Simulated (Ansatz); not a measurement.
**Geometry relaxation of SnO (part 2 of 2)**

SnO (P4/nmm, 4 atoms in the cell); DFT PBEsol, scalar-relativistic, plane waves, PAW, no spin polarisation (Ansatz 0.2.0); cutoff 420 eV, 10×10×8 k-mesh, Gaussian smearing of 0.01 eV. The structure derives from a Materials Project entry.

Geometry of the input (Å; fractional positions):
```
3.8137  0.0000  0.0000
0.0000  3.8137  0.0000
0.0000  0.0000  4.8869
Sn 0.0000  0.5000  0.2354
Sn 0.5000  0.0000  0.7646
O  0.5000  0.5000  0.0000
O  0.0000  0.0000  0.0000
```

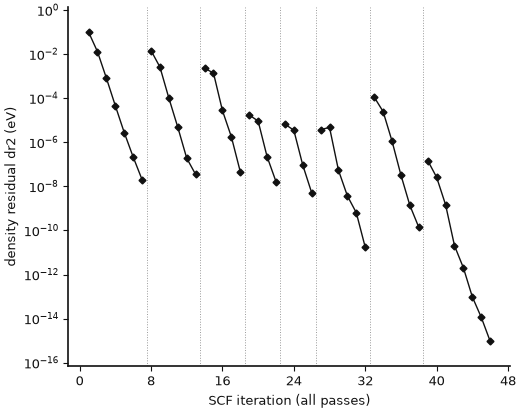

**Figure 1.** Convergence of the self-consistent field: density residual dr2 against the SCF iteration. The dotted lines part the SCF passes of the relaxation: geometry steps, rejected trials and re-solves on a re-selected basis. The 8 passes take 4 to 8 iterations each, 46 in all.

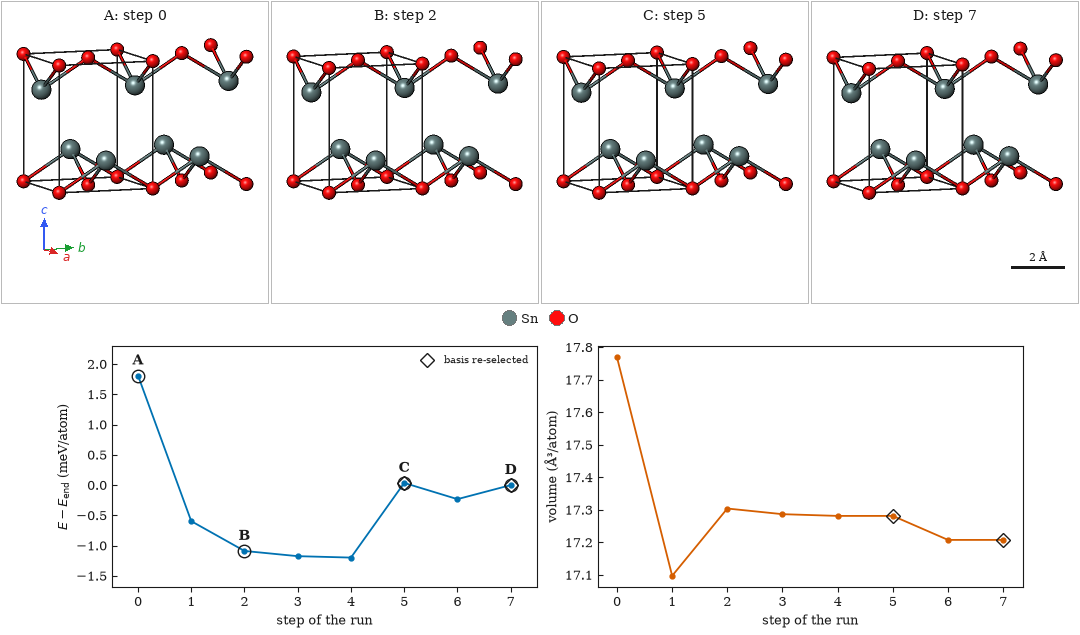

**Figure 2.** Frames of the relaxation (ball-and-stick view of the cell of the calculation, repeated 1 × 2 × 1, seen slightly off an axis) above the curves, on which the letters mark them (the first geometry is step 0 here and step 1 in the log).

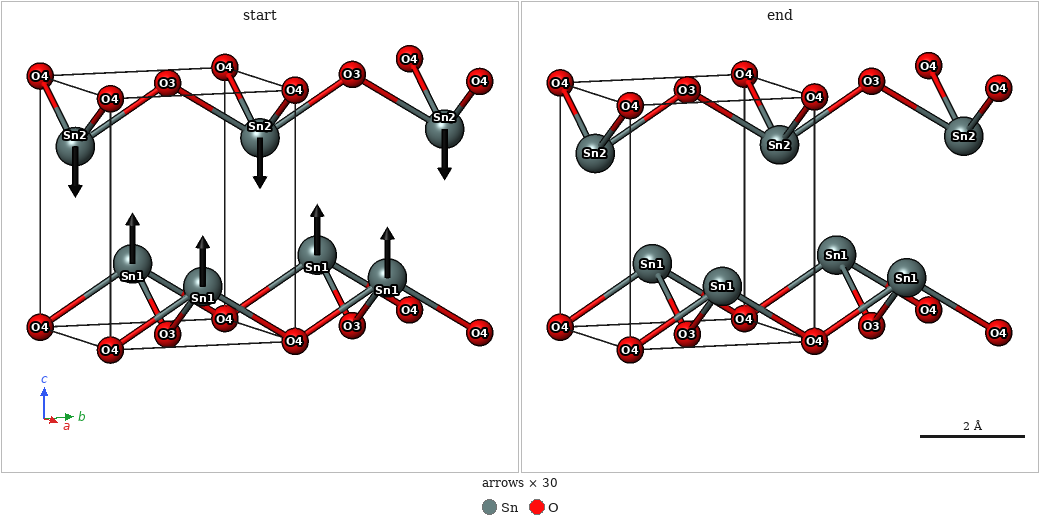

**Figure 3.** Before (left) and after (right) the relaxation, at one scale (ball-and-stick view of the cell of the calculation, repeated 1 × 2 × 1, seen slightly off an axis). The black arrows give the displacements (without the part carried along by the change of the cell), magnified 30 times. The largest moves relative to the cell, 0.033 Å, are those of Sn1 and Sn2. O stays in place. Cell: a = b 3.814 → 3.805 Å (−0.2 %), c 4.887 → 4.753 Å (−2.7 %). Volume −3.2 %. The space group stays P4/nmm (No. 129). Over 5 geometry steps the energy falls by 2.0 meV per atom. The largest force component goes from 0.072 to 0.0017 eV/Å. The pressure goes from −0.53 to 0.00 GPa. 1 further SCF at an unchanged geometry re-selected the plane-wave basis for the new cell. The energy change given includes the shifts at the re-selections in mid-walk, which come without any move. A last SCF at the same geometry on a re-selected plane-wave basis shifts the energy by +0.2 meV per atom. (Atoms are counted from 1 in the order of the input.)

```
basis re-selected at this cell: Δ(F+E_penalty+E_count) = +9.271e-4 eV, ΔP = -0.010 GPa vs the last step (what re-selecting the basis moved, of the pressure what is left beyond the Pulay correction that the steps carried, after the strain that the cell walked since its last selection, with what the two solves' SCF thresholds leave and, on support functions, any second-order correction that the steps lacked; it is no measure of the basis error at this ecutwfc). This SCF's stress stands 1.86e-2 GPa from its target on what of the cell is left free (relax.cell.stress_tol is 5.00e-2 GPa) and its largest allowed force component is 1.68e-3 eV/Å (relax.f_tol is 5.00e-3 eV/Å): within both
SCF converged after 8 iterations
Free energy (F): -13021.420726 eV
Harris-Foulkes:  -13021.420726 eV  (|F-HF|=0.00e0)
Internal energy: -13021.420686 eV  (E = F + TS)
E sigma→0 (E₀):  -13021.420706 eV
Entropy (-TS):   -0.000041 eV (-0.010 meV/atom)
Fermi energy:    10.083645 eV
--- Per-component energies (eV) ---
  E_band       = -179.557007
  E_kinetic    = 723.745900
  E_local      = -2594.285894  (includes V_loc(G=0)·N_el)
  E_nonlocal   = 36.353373
  E_hartree    = 1408.270924
  E_xc         = -904.381909
  E_vxc        = -380.999869  (∫ρ·V_xc dr)
  E_paw        = -8435.144683  (= ΣΔE_a)
  E_vpaw       = -780.917155  (= ΣTr[D̂ρ^β])
  E_aug_tail   = 0.004790  (compensation charges beyond the density's cutoff)
  E_ewald      = -3256.623442
  E_core_change = 0.640255  (= ΣΔE_core)
  E_smearing   = -0.000041  (= −TS)
  E_closure    = 0.000000  (closes the sum)
  Σ components = -13021.420726   (vs F -13021.420726, Δ=0.00e0)
--- Forces (eV/Å), atoms counted from 1 ---
  atom   1  Sn     0.00000000     0.00000000     0.00168268
  atom   2  Sn     0.00000000     0.00000000    -0.00168268
  atom   3  O      0.00000000     0.00000000     0.00000000
  atom   4  O      0.00000000     0.00000000     0.00000000
  max |Σ_I F_I| component: 0.00e0 eV/Å
--- Stress (GPa, compression-positive) ---
        0.010321       0.000000       0.000000
        0.000000       0.010321       0.000000
        0.000000       0.000000      -0.018579
  P = ⅓ Tr σ = 0.0007 GPa (0.007 kbar)
--- Band table (eV; the first three rows and the last of 105) ---
  k-point 0: bands = ["-11.8781", "-11.4337", "-11.4337", "-11.4293", "-11.3866", "-11.3763", "-11.3247", "-11.3189", "-11.2973", "-11.2973", "-10.1141", "-7.3914", "2.4190", "3.2271", "3.7445", "3.7445", "6.5862", "6.8948", "6.8948", "10.0746", "12.2249", "14.6016", "14.6267", "14.6267"]
  k-point 1: bands = ["-11.8750", "-11.4323", "-11.4297", "-11.4297", "-11.3844", "-11.3741", "-11.3269", "-11.3209", "-11.3019", "-11.3019", "-10.1073", "-7.3916", "1.8773", "3.7638", "3.7638", "3.9309", "6.5742", "6.8926", "6.8926", "9.9677", "11.9923", "14.1327", "14.1327", "14.6423"]
  k-point 2: bands = ["-11.8675", "-11.4399", "-11.4185", "-11.4185", "-11.3784", "-11.3678", "-11.3329", "-11.3269", "-11.3146", "-11.3146", "-10.0909", "-7.3919", "1.2605", "3.8114", "3.8114", "5.0285", "6.5448", "6.8868", "6.8868", "9.5181", "11.6949", "13.4679", "13.4679", "14.3533"]
  k-point 104: bands = ["-11.7884", "-11.7884", "-11.3943", "-11.3943", "-11.3656", "-11.3656", "-11.3391", "-11.3391", "-11.2961", "-11.2961", "-8.2932", "-8.2932", "1.0273", "1.0273", "4.3888", "4.3888", "7.2708", "7.2708", "7.5645", "7.5645", "12.3471", "12.3471", "14.2272", "14.2272"]
--- Relaxed structure (6 steps of the walk, 6 accepted, 2 SCFs on fresh bases) ---
  F+E_penalty+E_count = -13021.42072629 eV   max|allowed force component| = 1.683e-3 eV/Å   (the final SCF, on the basis selected at the relaxed cell)
  cell:  # Å, volume = 68.8309 Å³
    - [3.805293976565286, 3.4077631775993342e-34, 0.0]
    - [3.4077631775993342e-34, 3.805293976565286, 0.0]
    - [0.0, 0.0, 4.75343156518441]
  atoms:
    - { symbol: Sn, position: [-5.0796263948830356e-36, 0.5, 0.24239942520477115] }
    - { symbol: Sn, position: [0.5, -4.931676111536362e-38, 0.7576005747952285] }
    - { symbol: O, position: [0.5, 0.5, -1.6639370896228672e-19] }
    - { symbol: O, position: [5.572794006036737e-36, 4.931676111536935e-38, -1.6639370896228672e-19] }
```

**Trajectory as extended XYZ (Å, eV, eV/Å), 8 frames, from step=1 to step=8**
```
4
Lattice="3.8137 0.0000 0.0000 0.0000 3.8137 0.0000 0.0000 0.0000 4.8869" Properties=species:S:1:pos:R:3:forces:R:3 step=1 energy=-13021.41348 pressure_GPa=-0.53
Sn    0.0000    1.9068    1.1503    0.0000   0.0000   0.0721
Sn    1.9068    0.0000    3.7367    0.0000   0.0000  -0.0721
O     1.9068    1.9068    0.0000    0.0000   0.0000   0.0000
O     0.0000    0.0000    0.0000    0.0000   0.0000   0.0000
4
Lattice="3.7886 0.0000 0.0000 0.0000 3.7886 0.0000 0.0000 0.0000 4.7646" Properties=species:S:1:pos:R:3:forces:R:3 step=2 energy=-13021.42311 pressure_GPa=-0.07
Sn    0.0000    1.8943    1.1699    0.0000   0.0000  -0.2265
Sn    1.8943    0.0000    3.5947    0.0000   0.0000   0.2265
O     1.8943    1.8943    0.0000    0.0000   0.0000   0.0000
O     0.0000    0.0000    0.0000    0.0000   0.0000   0.0000
4
Lattice="3.8017 0.0000 0.0000 0.0000 3.8017 0.0000 0.0000 0.0000 4.7891" Properties=species:S:1:pos:R:3:forces:R:3 step=3 energy=-13021.42508 pressure_GPa=0.08
Sn    0.0000    1.9008    1.1545    0.0000   0.0000   0.0065
Sn    1.9008    0.0000    3.6346    0.0000   0.0000  -0.0065
O     1.9008    1.9008    0.0000    0.0000   0.0000   0.0000
O     0.0000    0.0000    0.0000    0.0000   0.0000   0.0000
4
Lattice="3.8038 0.0000 0.0000 0.0000 3.8038 0.0000 0.0000 0.0000 4.7790" Properties=species:S:1:pos:R:3:forces:R:3 step=4 energy=-13021.42542 pressure_GPa=0.04
Sn    0.0000    1.9019    1.1536    0.0000   0.0000   0.0035
Sn    1.9019    0.0000    3.6254    0.0000   0.0000  -0.0035
O     1.9019    1.9019    0.0000    0.0000   0.0000   0.0000
O     0.0000    0.0000    0.0000    0.0000   0.0000   0.0000
4
Lattice="3.8056 0.0000 0.0000 0.0000 3.8056 0.0000 0.0000 0.0000 4.7731" Properties=species:S:1:pos:R:3:forces:R:3 step=5 energy=-13021.42552 pressure_GPa=-0.00
Sn    0.0000    1.9028    1.1530    0.0000   0.0000   0.0003
Sn    1.9028    0.0000    3.6201    0.0000   0.0000  -0.0003
O     1.9028    1.9028    0.0000    0.0000   0.0000   0.0000
O     0.0000    0.0000    0.0000    0.0000   0.0000   0.0000
4
Lattice="3.8056 0.0000 0.0000 0.0000 3.8056 0.0000 0.0000 0.0000 4.7731" Properties=species:S:1:pos:R:3:forces:R:3 step=6 energy=-13021.42058 pressure_GPa=-0.11
Sn    0.0000    1.9028    1.1530    0.0000   0.0000   0.0015
Sn    1.9028    0.0000    3.6201    0.0000   0.0000  -0.0015
O     1.9028    1.9028    0.0000    0.0000   0.0000   0.0000
O     0.0000    0.0000    0.0000    0.0000   0.0000   0.0000
4
Lattice="3.8053 0.0000 0.0000 0.0000 3.8053 0.0000 0.0000 0.0000 4.7534" Properties=species:S:1:pos:R:3:forces:R:3 step=7 energy=-13021.42165 pressure_GPa=0.01
Sn    0.0000    1.9026    1.1522    0.0000   0.0000   0.0015
Sn    1.9026    0.0000    3.6012    0.0000   0.0000  -0.0015
O     1.9026    1.9026    0.0000    0.0000   0.0000   0.0000
O     0.0000    0.0000    0.0000    0.0000   0.0000   0.0000
4
Lattice="3.8053 0.0000 0.0000 0.0000 3.8053 0.0000 0.0000 0.0000 4.7534" Properties=species:S:1:pos:R:3:forces:R:3 step=8 energy=-13021.42073 pressure_GPa=0.00
Sn    0.0000    1.9026    1.1522    0.0000   0.0000   0.0017
Sn    1.9026    0.0000    3.6012    0.0000   0.0000  -0.0017
O     1.9026    1.9026    0.0000    0.0000   0.0000   0.0000
O     0.0000    0.0000    0.0000    0.0000   0.0000   0.0000
```

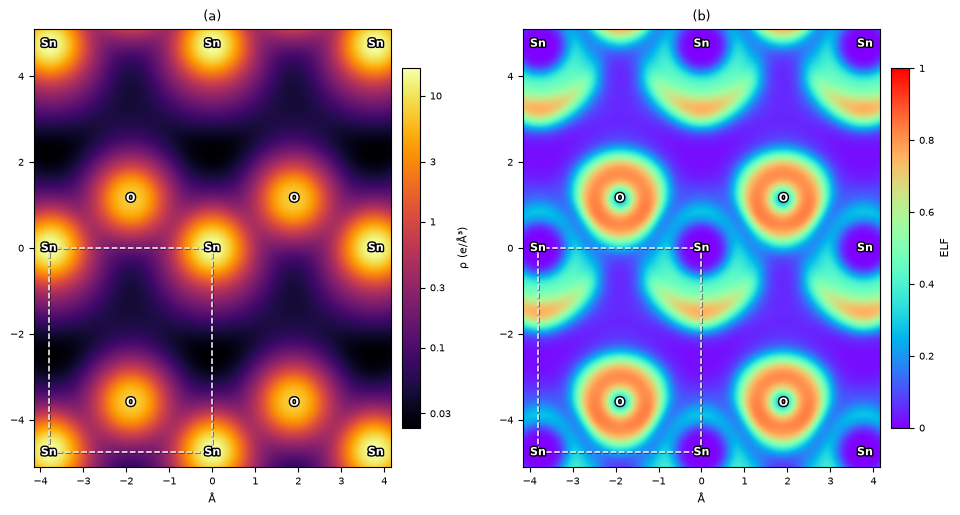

**Figure 4.** (a) valence electron density; (b) electron localisation function on the (010) plane of the conventional cell. Sn–O (2.22 Å): ρ at the midpoint is about 0.48 e/Å³; the ELF is about 0.20 at the midpoint (no shared pair; the contact is polar). Away from the nuclei the density in this plane falls to 0.02 e/Å³ at its lowest. In a PAW calculation such maps are meaningful between the atoms, not at the nuclei.

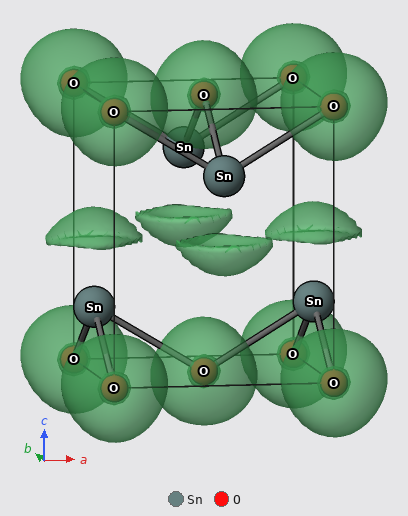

**Figure 5.** Isosurface of the electron localisation function at 0.6 (green), seen slightly off an axis. Only the valence region is drawn (cores and ρ < 0.01 e/Å³ removed). Sticks mark near contacts. The outline is the cell set on symmetry axes. Profiles from the grid: Sn–O (2.22 Å): the ELF is about 0.20 at the midpoint (no shared pair; the contact is polar).

**Summary**

- outcome: converged
- space group (tolerance 0.01 Å): P4/nmm (129)
- electrons treated: 40
- free energy: −13021.4207 eV
- Fermi energy: 10.084 eV
- gap on the k-point mesh: none (metallic)
- pressure: 0.00 GPa
- final volume: 68.83 Å³
- largest force (length of the vector) at the end: 0.002 eV/Å
- final cell: a = 3.805 Å, b = 3.805 Å, c = 4.753 Å, α = 90.00°, β = 90.00°, γ = 90.00°
- wall time: 40 s (CPU time 79 s)
- peak memory: 0.44 GiB
